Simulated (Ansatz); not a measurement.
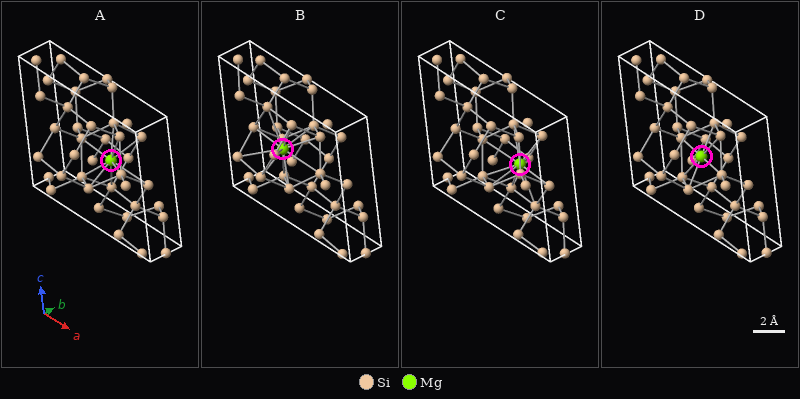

4 geometries from a converged minimum-energy path of a defect cell of composition MgSi32 (cell charge +2) (33 atoms in the cell), shuffled. A ball-and-stick model of the reduced simulation cell (origin moved), seen slightly off an axis. The moving atom is ringed, with any periodic copies. Lengths and directions refer to the drawn axes. Bonds to atoms that aren't drawn are left out.

The calculation used DFT PBE, scalar-relativistic, plane waves, PAW in Ansatz. Settings: plane-wave cutoff 420 eV; k-point mesh 2 × 2 × 2; Gaussian smearing 0.02 eV; 3 movable images; climbing image.

> One of them is the converged climbing image. Which?

D. In order along the path, whose images run from 0 to 4: B (image 0, 0.00 eV), D (image 2, +1.49 eV), A (image 3, +0.69 eV), C (image 4, 0.00 eV). The Mg atom travels furthest, 3.18 Å from end to end, along [1 1 0], on a straight line. At the highest image its nearest neighbour (Si) is 2.45 Å away, against 2.62 Å at the start, and the surrounding atoms stand up to 0.15 Å off the mean of their end positions.

Limits of the set-up: the cell is charged, on a uniform background, and energies carry no finite-size correction.

The run took 2.9 min on 4 threads of Arm Neoverse V1, on a shared host, peak memory 2.4 GiB.
